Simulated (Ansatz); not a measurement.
## ZnO: single-point calculation (part 1 of 2)

- system: ZnO (72 atoms in the cell)
- method: DFT PBE, scalar-relativistic, plane waves, PAW, no spin polarisation (Ansatz 0.2.0)

The structure derives from a Materials Project entry. It belongs to a series of runs on one base structure; here: the perfect crystal in a cell of 72 atoms.

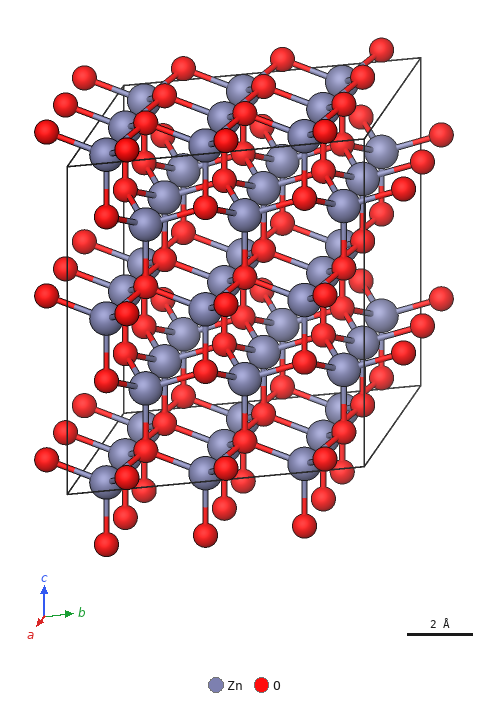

**Figure 1.** The structure as given in the input (ball-and-stick view of the cell of the calculation, seen slightly off an axis; bonded neighbours outside the cell are drawn too). Near neighbours in the crystal (not all of them lie inside the picture): Zn has 4 O at 2.00 to 2.01 Å; O has 4 Zn at 2.00 to 2.01 Å.

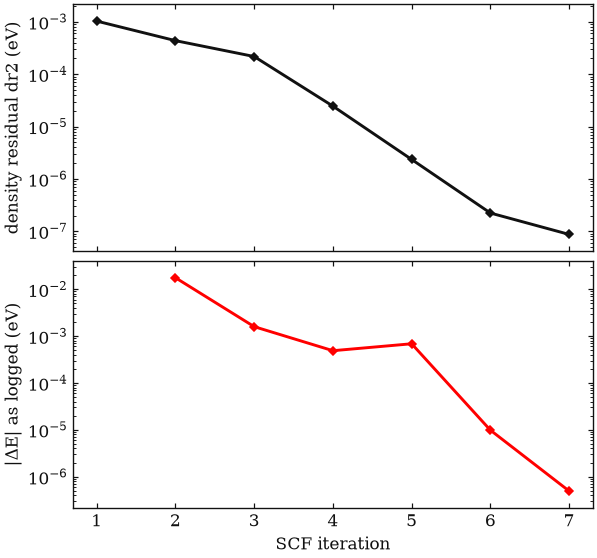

**Figure 2.** Convergence of the self-consistent field: density residual dr2 and size of the energy change against the SCF iteration. The residual falls at every step.

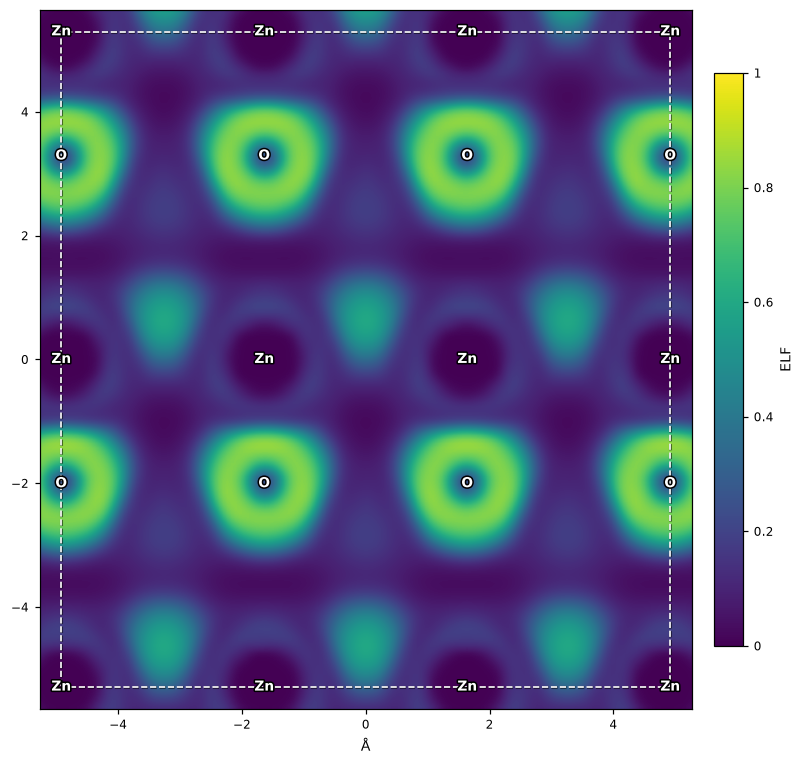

**Figure 3.** ELF on the (100) plane of the calculation cell. The section cuts through Zn and O sites. Zn–O (2.01 Å): the ELF is about 0.25 at the midpoint. In a PAW calculation such maps are meaningful between the atoms, not at the nuclei.

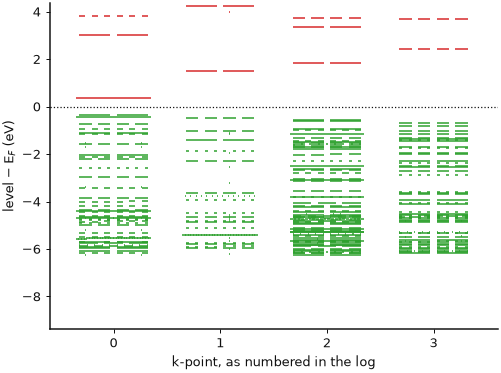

**Figure 4.** Kohn–Sham levels near the Fermi level (dotted) at the few k-points that the log prints; levels within 0.02 eV of each other stand side by side. Among these points the highest filled and lowest empty levels are 0.74 eV apart, which is the gap on the mesh.

The input and output of the run follow.

### Input
```yaml
crystal:
  lattice:
    - [9.8381723232, 0.0, 0.0]
    - [-4.9190861616, -8.5201071587, 0.0]
    - [0.0, 0.0, -10.586466353]
  atoms:
    - { symbol: Zn, position: [0.1111111111, 0.5555555556, 0.2496977944] }
    - { symbol: Zn, position: [0.1111111111, 0.5555555556, 0.7496977944] }
    - { symbol: Zn, position: [0.4444444444, 0.5555555556, 0.2496977944] }
    - { symbol: Zn, position: [0.4444444444, 0.5555555556, 0.7496977944] }
    - { symbol: Zn, position: [0.1111111111, 0.2222222222, 0.2496977944] }
    - { symbol: Zn, position: [0.1111111111, 0.2222222222, 0.7496977944] }
    - { symbol: Zn, position: [0.7777777778, 0.5555555556, 0.2496977944] }
    - { symbol: Zn, position: [0.7777777778, 0.5555555556, 0.7496977944] }
    - { symbol: Zn, position: [0.4444444444, 0.2222222222, 0.2496977944] }
    - { symbol: Zn, position: [0.4444444444, 0.2222222222, 0.7496977944] }
    - { symbol: Zn, position: [0.1111111111, 0.8888888889, 0.2496977944] }
    - { symbol: Zn, position: [0.1111111111, 0.8888888889, 0.7496977944] }
    - { symbol: Zn, position: [0.7777777778, 0.2222222222, 0.2496977944] }
    - { symbol: Zn, position: [0.7777777778, 0.2222222222, 0.7496977944] }
    - { symbol: Zn, position: [0.4444444444, 0.8888888889, 0.2496977944] }
    - { symbol: Zn, position: [0.4444444444, 0.8888888889, 0.7496977944] }
    - { symbol: Zn, position: [0.7777777778, 0.8888888889, 0.2496977944] }
    - { symbol: Zn, position: [0.7777777778, 0.8888888889, 0.7496977944] }
    - { symbol: Zn, position: [0.8888888889, 0.4444444444, 0.4996977944] }
    - { symbol: Zn, position: [0.8888888889, 0.4444444444, 0.9996977944] }
    - { symbol: Zn, position: [0.2222222222, 0.4444444444, 0.4996977944] }
    - { symbol: Zn, position: [0.2222222222, 0.4444444444, 0.9996977944] }
    - { symbol: Zn, position: [0.8888888889, 0.1111111111, 0.4996977944] }
    - { symbol: Zn, position: [0.8888888889, 0.1111111111, 0.9996977944] }
    - { symbol: Zn, position: [0.5555555556, 0.4444444444, 0.4996977944] }
    - { symbol: Zn, position: [0.5555555556, 0.4444444444, 0.9996977944] }
    - { symbol: Zn, position: [0.2222222222, 0.1111111111, 0.4996977944] }
    - { symbol: Zn, position: [0.2222222222, 0.1111111111, 0.9996977944] }
    - { symbol: Zn, position: [0.8888888889, 0.7777777778, 0.4996977944] }
    - { symbol: Zn, position: [0.8888888889, 0.7777777778, 0.9996977944] }
    - { symbol: Zn, position: [0.5555555556, 0.1111111111, 0.4996977944] }
    - { symbol: Zn, position: [0.5555555556, 0.1111111111, 0.9996977944] }
    - { symbol: Zn, position: [0.2222222222, 0.7777777778, 0.4996977944] }
    - { symbol: Zn, position: [0.2222222222, 0.7777777778, 0.9996977944] }
    - { symbol: Zn, position: [0.5555555556, 0.7777777778, 0.4996977944] }
    - { symbol: Zn, position: [0.5555555556, 0.7777777778, 0.9996977944] }
    - { symbol: O, position: [0.1111111111, 0.5555555556, 0.0601472056] }
    - { symbol: O, position: [0.1111111111, 0.5555555556, 0.5601472056] }
    - { symbol: O, position: [0.4444444444, 0.5555555556, 0.0601472056] }
    - { symbol: O, position: [0.4444444444, 0.5555555556, 0.5601472056] }
    - { symbol: O, position: [0.1111111111, 0.2222222222, 0.0601472056] }
    - { symbol: O, position: [0.1111111111, 0.2222222222, 0.5601472056] }
    - { symbol: O, position: [0.7777777778, 0.5555555556, 0.0601472056] }
    - { symbol: O, position: [0.7777777778, 0.5555555556, 0.5601472056] }
    - { symbol: O, position: [0.4444444444, 0.2222222222, 0.0601472056] }
    - { symbol: O, position: [0.4444444444, 0.2222222222, 0.5601472056] }
    - { symbol: O, position: [0.1111111111, 0.8888888889, 0.0601472056] }
    - { symbol: O, position: [0.1111111111, 0.8888888889, 0.5601472056] }
    - { symbol: O, position: [0.7777777778, 0.2222222222, 0.0601472056] }
    - { symbol: O, position: [0.7777777778, 0.2222222222, 0.5601472056] }
    - { symbol: O, position: [0.4444444444, 0.8888888889, 0.0601472056] }
    - { symbol: O, position: [0.4444444444, 0.8888888889, 0.5601472056] }
    - { symbol: O, position: [0.7777777778, 0.8888888889, 0.0601472056] }
    - { symbol: O, position: [0.7777777778, 0.8888888889, 0.5601472056] }
    - { symbol: O, position: [0.8888888889, 0.4444444444, 0.3101472056] }
    - { symbol: O, position: [0.8888888889, 0.4444444444, 0.8101472056] }
    - { symbol: O, position: [0.2222222222, 0.4444444444, 0.3101472056] }
    - { symbol: O, position: [0.2222222222, 0.4444444444, 0.8101472056] }
    - { symbol: O, position: [0.8888888889, 0.1111111111, 0.3101472056] }
    - { symbol: O, position: [0.8888888889, 0.1111111111, 0.8101472056] }
    - { symbol: O, position: [0.5555555556, 0.4444444444, 0.3101472056] }
    - { symbol: O, position: [0.5555555556, 0.4444444444, 0.8101472056] }
    - { symbol: O, position: [0.2222222222, 0.1111111111, 0.3101472056] }
    - { symbol: O, position: [0.2222222222, 0.1111111111, 0.8101472056] }
    - { symbol: O, position: [0.8888888889, 0.7777777778, 0.3101472056] }
    - { symbol: O, position: [0.8888888889, 0.7777777778, 0.8101472056] }
    - { symbol: O, position: [0.5555555556, 0.1111111111, 0.3101472056] }
    - { symbol: O, position: [0.5555555556, 0.1111111111, 0.8101472056] }
    - { symbol: O, position: [0.2222222222, 0.7777777778, 0.3101472056] }
    - { symbol: O, position: [0.2222222222, 0.7777777778, 0.8101472056] }
    - { symbol: O, position: [0.5555555556, 0.7777777778, 0.3101472056] }
    - { symbol: O, position: [0.5555555556, 0.7777777778, 0.8101472056] }
basis:
  ecutwfc: 420
  xc_grid: 2
kpoints:
  mp_grid: { grid: [2, 2, 2], shift: [0.0, 0.0, 0.0] }
hamiltonian:
  xc: pbe
scf:
  occupations: { method: gaussian, width: 0.01 }
output:
  forces: true
  stress: true
  eigenvalues: true
  write_density: true
  write_potential: true
  elf: true
  volumetric_format: npy
```

Command:
```bash
ansatz run input.yaml --threads 8 --pin off --max-ram 20480MiB --backend cpu --events-out ev --progress --plain --runs-dir out
```

### Log
```
Engine: ansatz 0.2.0, x86_64-unknown-linux-gnu
Pseudopotentials: kind: paw
Pseudopotential: Zn, paw, valence charge 12, recommended cutoff 420 eV (normal), Zn.paw.azcp
Pseudopotential: O, paw, valence charge 6, recommended cutoff 420 eV (normal), O.paw.azcp
Functional definition: PBE
  parameter kappa = 0.804
  parameter beta = 0.06672455060314922
  exchange = pbe_x(kappa = kappa, mu = beta*pi^2/3)
  correlation = pbe_c(beta = beta)
Crystal: 72 atoms, lattice volume = 887.382 Å³
Basis set: ecut = 420 eV, 17351 PW (Γ), exchange–correlation on 144×144×144 points (8 copies of the dense FFT grid, shifted against one another)
Bands: 396, of which v1, the nominal top of the filled ones, is band 324 counted from 1 (323 counted from 0)
Symmetry: 216 space group operations
Space group: P63mc (ITA 186), of the structure as read, at distance tolerance 9.6e-5 Å
k-points: 4 of 8
Non-local potential: Zn, projectors of the file, l = 0: 2, l = 1: 2, l = 2: 3, l = 3: 1
Non-local potential: O, projectors of the file, l = 0: 2, l = 1: 2, l = 2: 1
PAW form: soft (Blöchl's): semilocal exchange-correlation on the pseudo side does not see the compensation charge
PAW one-centre angular grid: Zn, 590 points (default); XC on 64 Gauss nodes
PAW one-centre angular grid: O, 110 points (default); XC on 64 Gauss nodes
Initial density: superposition of atomic densities (neutral atoms: chi_scale 0, normalization atom), corrected by the library's trained network
Initial wavefunctions: pseudopotential atomic-orbital guess
Functional: x = pbe(κ = 0.804, μ = 0.2195149727645171), c = pbe(β = 0.06672455060314922)
SCF iter   1: F=—  HF=-139926.409235 eV  |F-HF|=—  |Δ(HF+E_count)|=         —  Δρ=6.14e-4  dr2=1.03e-3  ethr=1.77e-3  ⟨swp⟩=5.2  Hψ=6008  notcnv=0  defer=18
preconditioner: auto → Resta (q_TF=auto, 2.589 Å⁻¹)  ε∞=7.5  [insulator: Δε(μ)=0.743 eV  Ē_g=12.416 eV  σ=0.010 eV  W_gap=1.00  n_scr=242 (ndim 8)  ℏωp=31.7 eV  f_vac=0.043  D(μ)=0.00/eV (n_scr^D=0)  ε∞_Penn≈7.5]
SCF iter   2: F=—  HF=-139926.426816 eV  |F-HF|=—  |Δ(HF+E_count)|=   1.76e-2  Δρ=3.87e-4  dr2=4.36e-4  ethr=1.59e-7  ⟨swp⟩=3.0  Hψ=4172  notcnv=0  defer=259
SCF iter   3: F=—  HF=-139926.428405 eV  |F-HF|=—  |Δ(HF+E_count)|=   1.59e-3  Δρ=2.30e-4  dr2=2.17e-4  ethr=6.72e-8  ⟨swp⟩=2.0  Hψ=2477  notcnv=0  defer=259
SCF iter   4: F=—  HF=-139926.428893 eV  |F-HF|=—  |Δ(HF+E_count)|=   4.88e-4  Δρ=7.31e-5  dr2=2.45e-5  ethr=3.35e-8  ⟨swp⟩=2.0  Hψ=2455  notcnv=0  defer=259
SCF iter   5: F=—  HF=-139926.429579 eV  |F-HF|=—  |Δ(HF+E_count)|=   6.86e-4  Δρ=2.10e-5  dr2=2.35e-6  ethr=3.78e-9  ⟨swp⟩=2.0  Hψ=2605  notcnv=0  defer=259
SCF iter   6: F=—  HF=-139926.429589 eV  |F-HF|=—  |Δ(HF+E_count)|=   9.83e-6  Δρ=6.33e-6  dr2=2.23e-7  ethr=3.62e-10  ⟨swp⟩=2.0  Hψ=2621  notcnv=0  defer=259
SCF iter   7: F=-139926.429589 eV  HF=-139926.429589 eV  |F-HF|=5.12e-9  |Δ(HF+E_count)|=   4.94e-7  Δρ=3.53e-6  dr2=8.71e-8  ethr=1.54e-11  ⟨swp⟩=14.2  Hψ=13361  notcnv=0
SCF 1 converged in 7 iterations: F = -139926.429589 eV  dr2 = 8.71e-8
  greatest PAW one-centre occupation: 0.987 electrons in one spin orbital (limit 2), on the Zn atom at site 35 (counted from 0), in its partial waves of l = 2
SCF converged after 7 iterations
Free energy (F): -139926.429589 eV
Harris-Foulkes:  -139926.429589 eV  (|F-HF|=5.12e-9)
Internal energy: -139926.429589 eV  (E = F + TS)
E sigma→0 (E₀):  -139926.429589 eV
Fermi energy:    7.083344 eV
--- Per-component energies (eV) ---
  E_band       = 917.881219
  E_kinetic    = 10981.111638
  E_local      = -73008.146737  (includes V_loc(G=0)·N_el)
  E_nonlocal   = 24035.007130
  E_hartree    = 29975.545921
  E_xc         = -7547.358512
  E_vxc        = -5201.267404  (∫ρ·V_xc dr)
  E_paw        = -71652.814536  (= ΣΔE_a)
  E_vpaw       = -15839.976477  (= ΣTr[D̂ρ^β])
  E_aug_tail   = 0.074897  (compensation charges beyond the density's cutoff)
  E_ewald      = -52709.849391
  E_smearing   = -0.000000  (= −TS)
  E_closure    = -0.000000  (closes the sum)
  Σ components = -139926.429589   (vs F -139926.429589, Δ=0.00e0)
--- Forces (eV/Å), atoms counted from 1 ---
  atom   1  Zn    -0.00000000    -0.00000000     0.00039898
  atom   2  Zn    -0.00000000    -0.00000000     0.00039898
  atom   3  Zn     0.00000000    -0.00000000     0.00039898
  atom   4  Zn     0.00000000    -0.00000000     0.00039898
  atom   5  Zn    -0.00000000    -0.00000000     0.00039898
  atom   6  Zn    -0.00000000    -0.00000000     0.00039898
  atom   7  Zn     0.00000000    -0.00000000     0.00039898
  atom   8  Zn    -0.00000000    -0.00000000     0.00039898
  atom   9  Zn     0.00000000    -0.00000000     0.00039898
  atom  10  Zn     0.00000000    -0.00000000     0.00039898
  atom  11  Zn    -0.00000000    -0.00000000     0.00039898
  atom  12  Zn    -0.00000000    -0.00000000     0.00039898
  atom  13  Zn     0.00000000    -0.00000000     0.00039898
  atom  14  Zn     0.00000000    -0.00000000     0.00039898
  atom  15  Zn     0.00000000    -0.00000000     0.00039898
  atom  16  Zn     0.00000000    -0.00000000     0.00039898
  atom  17  Zn     0.00000000    -0.00000000     0.00039898
  atom  18  Zn     0.00000000    -0.00000000     0.00039898
  atom  19  Zn     0.00000000     0.00000000     0.00039898
  atom  20  Zn     0.00000000     0.00000000     0.00039898
  atom  21  Zn    -0.00000000     0.00000000     0.00039898
  atom  22  Zn    -0.00000000     0.00000000     0.00039898
  atom  23  Zn     0.00000000     0.00000000     0.00039898
  atom  24  Zn     0.00000000     0.00000000     0.00039898
  atom  25  Zn    -0.00000000     0.00000000     0.00039898
  atom  26  Zn     0.00000000     0.00000000     0.00039898
  atom  27  Zn    -0.00000000     0.00000000     0.00039898
  atom  28  Zn    -0.00000000     0.00000000     0.00039898
  atom  29  Zn     0.00000000     0.00000000     0.00039898
  atom  30  Zn     0.00000000     0.00000000     0.00039898
  atom  31  Zn    -0.00000000     0.00000000     0.00039898
  atom  32  Zn    -0.00000000     0.00000000     0.00039898
  atom  33  Zn    -0.00000000     0.00000000     0.00039898
  atom  34  Zn    -0.00000000     0.00000000     0.00039898
  atom  35  Zn    -0.00000000     0.00000000     0.00039898
  atom  36  Zn    -0.00000000     0.00000000     0.00039898
  atom  37  O     -0.00000000    -0.00000000    -0.00040508
  atom  38  O      0.00000000    -0.00000000    -0.00040508
  atom  39  O      0.00000000    -0.00000000    -0.00040508
  atom  40  O     -0.00000000    -0.00000000    -0.00040508
  atom  41  O     -0.00000000    -0.00000000    -0.00040508
  atom  42  O     -0.00000000    -0.00000000    -0.00040508
  atom  43  O     -0.00000000    -0.00000000    -0.00040508
  atom  44  O     -0.00000000    -0.00000000    -0.00040508
  atom  45  O      0.00000000    -0.00000000    -0.00040508
  atom  46  O     -0.00000000    -0.00000000    -0.00040508
  atom  47  O     -0.00000000    -0.00000000    -0.00040508
  atom  48  O      0.00000000    -0.00000000    -0.00040508
  atom  49  O      0.00000000    -0.00000000    -0.00040508
  atom  50  O     -0.00000000    -0.00000000    -0.00040508
  atom  51  O      0.00000000    -0.00000000    -0.00040508
  atom  52  O      0.00000000    -0.00000000    -0.00040508
  atom  53  O      0.00000000    -0.00000000    -0.00040508
  atom  54  O      0.00000000    -0.00000000    -0.00040508
```
